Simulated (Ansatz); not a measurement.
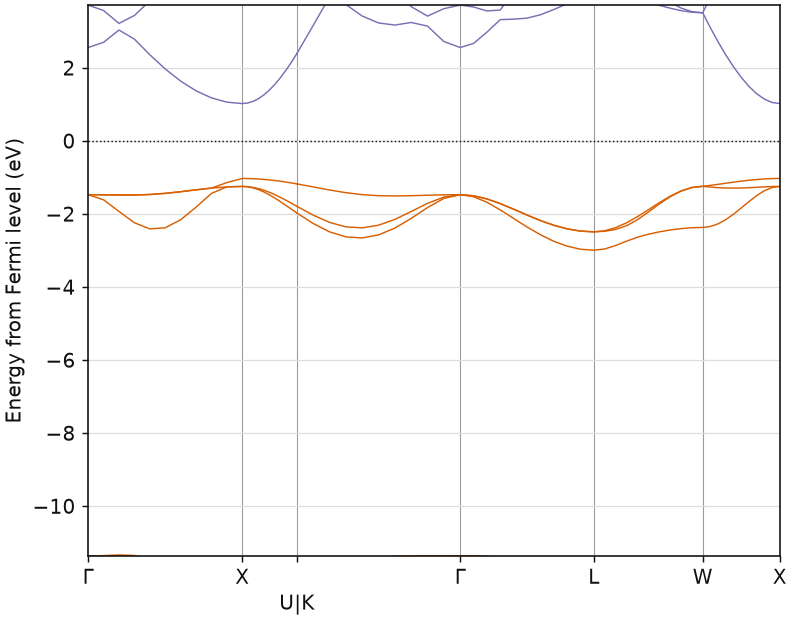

Band structure. Energies are counted from the Fermi level.

**Which of these calculations gave it?**
A. rocksalt BaO, space group Fm-3m (No. 225), 2 atoms in the primitive cell, relaxed with r2SCAN (cubic a = 5.544 Å); PBE
B. diamond-type Sn, space group Fd-3m, 2 atoms in the primitive cell (cubic a = 6.467 Å); r2SCAN+SOC
C. layered hexagonal BN, space group P6_3/mmc (No. 194), 4 atoms in the cell (a = 2.498 Å, c = 6.636 Å (hexagonal axes)); PBEsol0
D. rocksalt PbTe, space group Fm-3m (No. 225), 2 atoms in the primitive cell (cubic a = 6.462 Å); HSE06

A. The bands leave a gap. The gap along this path is 2.05 eV and direct: both edges lie at X. The top valence level at X is a single band, not degenerate (spin aside). The direct gaps are 4.75 eV at W, 4.03 eV at Γ and 2.05 eV at X. A face-centred cubic lattice: the path Γ–X–U|K–Γ–L–W–X runs through the special points of its Brillouin zone.

Level of theory: PBE, Ansatz PAW set, no spin polarisation, no spin-orbit coupling, 8×8×8 k mesh, 420 eV cutoff, Fermi-Dirac smearing of 0.02 eV; code Ansatz 0.2.0.

Spin-orbit coupling is left out, which matters for Ba. LDA, GGA and most meta-GGA functionals understate gaps.
